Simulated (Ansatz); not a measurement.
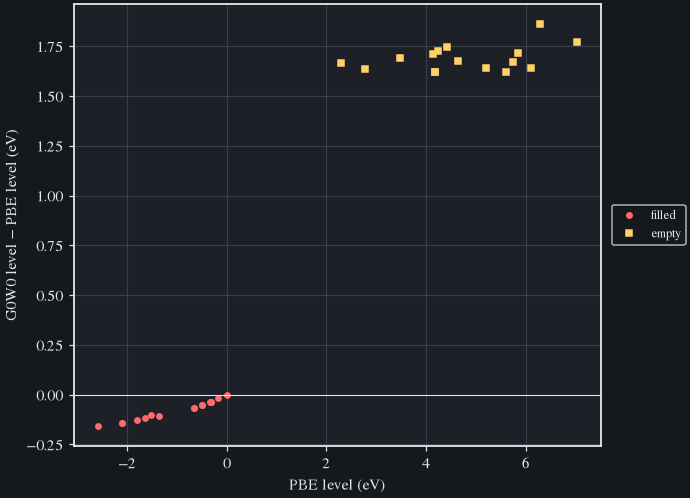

Change of each level from PBE to G0W0 against its PBE energy, both sets counted from their own valence top.

System: CsCl-type NaI, space group Pm-3m, 2 atoms in the cell, relaxed with r2SCAN; cubic a = 4.041 Å. Starting point: PBE, Ansatz PAW set, no spin polarisation, no spin-orbit coupling, 4×4×4 k mesh, 420 eV cutoff, fixed occupations (Ansatz). Many-body step: G0W0 with empty bands 196, screening cutoff 120 eV and frequency treatment contour deformation.

Question: What does G0W0 do to the gap?

Answer: Over the k points that were corrected, the smallest gap goes from 2.29 eV in PBE (M to Γ) to 3.95 eV in G0W0 (M to Γ), a change of +1.66 eV (+73 %).

Question: Is the correction a rigid shift of the empty levels?

Answer: Counted from the valence top, the lowest empty level moves by +1.64 eV at M, +1.66 eV at Γ and +1.67 eV at X; over the 8 points that were corrected the shifts run from +1.62 to +1.75 eV: a spread of 0.13 eV on a mean of 1.68 eV, so one scissor shift describes this level well. The top filled level also moves against the valence top, by −0.14 eV at R.

Question: Is the valence band stretched or squeezed?

Answer: Down to 2.6 eV under the top, the filled levels drop by about 0.06 eV more for each eV of depth, so the valence band is stretched by about 6 %.

| k point | PBE direct gap (eV) | G0W0 direct gap (eV) |
| --- | --- | --- |
| M | 2.78 | 4.42 |
| Γ | 2.94 | 4.67 |
| X | 4.96 | 6.67 |

Spin-orbit coupling is left out, which matters for I. The k mesh is thin for GW. The usual form of NaI is rocksalt. Bands, cutoffs and mesh are finite, so these values aren't at the basis limit.
